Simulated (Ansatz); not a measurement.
Al$_{15}$GaAs$_{16}$ (cell charge +1, with a compensating background) (cell with a defect)

Input

```
crystal:
  lattice:
    - [-5.727912321, -5.727912321, 5.727912321]
    - [5.727912321, 5.727912321, 5.727912321]
    - [-5.727912321, 5.727912321, -5.727912321]
  atoms:
    - { symbol: Ga, position: [0.7474042782, 0.5004480544, 0.750132836], spin: 0.2 }
    - { symbol: Al, position: [2.94622e-05, 0.5005887782, 0.5003081225] }
    - { symbol: Al, position: [0.7499396953, 0.7507525939, 0.5002436879] }
    - { symbol: Al, position: [0.2498657496, 0.5005689045, 0.2502012402] }
    - { symbol: Al, position: [-0.0001129167, 0.7504878164, 0.2502472533] }
    - { symbol: Al, position: [0.7498799174, 0.0005553493, 0.2501511446] }
    - { symbol: Al, position: [0.5000369623, 0.5005667338, 0.0004388716] }
    - { symbol: Al, position: [0.2500803012, 0.7504743805, 6.7217e-05] }
    - { symbol: Al, position: [-0.0001258891, 0.0006681242, 0.0001745889] }
    - { symbol: Al, position: [0.7499320841, 0.2506194477, 0.0003836621] }
    - { symbol: Al, position: [0.5000592904, 0.7506326662, 0.7501489207] }
    - { symbol: Al, position: [0.2498825796, 0.0004901819, 0.7501654541] }
    - { symbol: Al, position: [0.0001834985, 0.250627934, 0.7501760562] }
    - { symbol: Al, position: [0.499715043, 0.000416831, 0.5000220346] }
    - { symbol: Al, position: [0.2497484909, 0.2503107671, 0.4999126539] }
    - { symbol: Al, position: [0.4997728586, 0.2503828371, 0.2500623935] }
    - { symbol: As, position: [0.0007662893, 0.7516627679, 0.0016236388], spin: 0.2 }
    - { symbol: As, position: [0.2500018661, 0.7505187235, 0.750154691] }
    - { symbol: As, position: [-8.00102e-05, 0.0005540257, 0.7502143003] }
    - { symbol: As, position: [0.4999275125, 0.7505333346, 0.5001543932] }
    - { symbol: As, position: [0.2498931602, 0.0005313687, 0.5001897213] }
    - { symbol: As, position: [-9.02098e-05, 0.2505611377, 0.5001455971] }
    - { symbol: As, position: [0.7499888694, 0.7506137714, 0.2502181091] }
    - { symbol: As, position: [0.4998918391, 0.0005428258, 0.250183565] }
    - { symbol: As, position: [0.2499439173, 0.2505834992, 0.2501584474] }
    - { symbol: As, position: [-0.0001099122, 0.5005693388, 0.2502404455] }
    - { symbol: As, position: [0.7499167163, 0.0005365977, 0.0001649294] }
    - { symbol: As, position: [0.4998973716, 0.2504955291, 0.0001470829] }
    - { symbol: As, position: [0.2499666371, 0.5005663577, 0.0002254111] }
    - { symbol: As, position: [0.7492728011, 0.2503364894, 0.7502548909], spin: 0.2 }
    - { symbol: As, position: [0.5000099872, 0.5046055486, 0.751671687], spin: 0.2 }
    - { symbol: As, position: [0.7513029183, 0.5005379115, 0.498995603], spin: 0.2 }
  host:
    lattice:
      - [0.0, 2.8639561605, 2.8639561605]
      - [2.8639561605, 0.0, 2.8639561605]
      - [2.8639561605, 2.8639561605, 0.0]
    atoms:
      - { symbol: Al, position: [0.0, 0.0, 0.0] }
      - { symbol: As, position: [0.75, 0.75, 0.75] }
total_charge: 1
basis:
  ecutwfc: 420
  xc_grid: 2
kpoints:
  mp_grid: { grid: [2, 2, 2], shift: [0.5, 0.5, 0.5] }
hamiltonian:
  xc: pbe
scf:
  occupations: { method: gaussian, width: 0.01 }
output:
  forces: true
  stress: false
  eigenvalues: true
  populations: true
  charged_corrections:
    defect_position: [0.75, 0.5, 0.75]
    epsilon: [[11.5641, 0.0, 0.0], [0.0, 11.5641, 0.0], [0.0, 0.0, 11.5641]]
  write_density: true
  write_potential: true
  elf: true
  volumetric_format: npy
magnetization:
  spin_polarized: true
relax:
  adjacent_minimum: "off"
  f_tol: 0.025
  max_steps: 45
```

Launched as:

```sh
ansatz run input.yaml --threads 4 --pin off --max-ram 10240MiB --backend cpu --events-out ev --progress --plain --runs-dir out
```

The fields are those of the run's last geometry, not of the input's.

Spin-polarised.

The calculation used DFT PBE, scalar-relativistic, plane waves, PAW (Ansatz).

The density is the valence pseudo-density of a PAW calculation; it isn't the true density close to the nuclei.

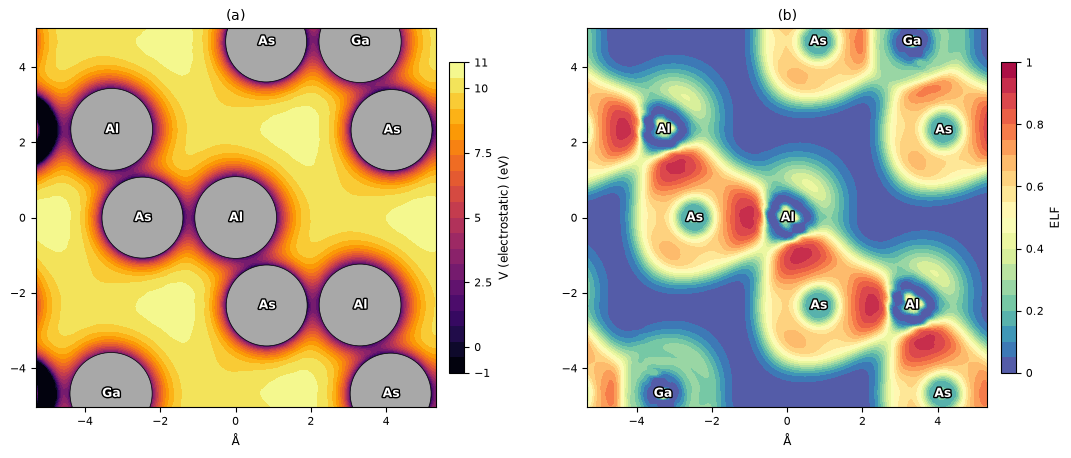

Figure 1. (a) electrostatic potential (local pseudopotential plus Hartree) felt by an electron; (b) electron localisation function on the (100) plane of the calculation cell. Grey discs cover the atomic cores in the potential map.

> What do the fields say about this system?

The plane passes through Ga, Al and As nuclei.
Al–As (2.48 Å): the ELF peaks at about 0.90 between the atoms.
Ga–As (2.50 Å): the ELF peaks at about 0.75 between the atoms.
The features right at Ga lie inside the PAW spheres, where the map follows smoothed inner orbitals and isn't to be read closely.
Outside the cores the potential energy rises away from the atoms and is highest about 2.4 Å from the nearest atoms; its zero is arbitrary.

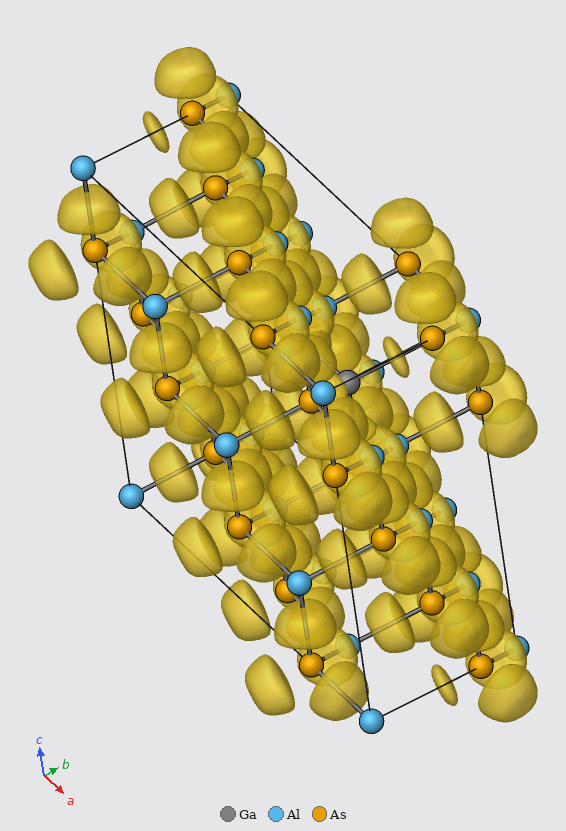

Figure 2. Isosurface of the electron localisation function at 0.7 (yellow), seen slightly off an axis. Only the valence region is drawn (cores and ρ < 0.01 e/Å³ removed). Sticks mark near contacts.

> Where are the electrons localised?

The surface consists of 60 regions between bonded Al–As atoms and four regions between bonded As–Ga atoms, counted in one cell of 32 atoms. Any copies at cell faces, edges or corners count once. Profiles from the grid: Al–As (2.47 Å): the ELF peaks at about 0.90 between the atoms.

> Does the calculation make it a metal, or give it a gap?

It is gapless in this calculation (a metal or semimetal).
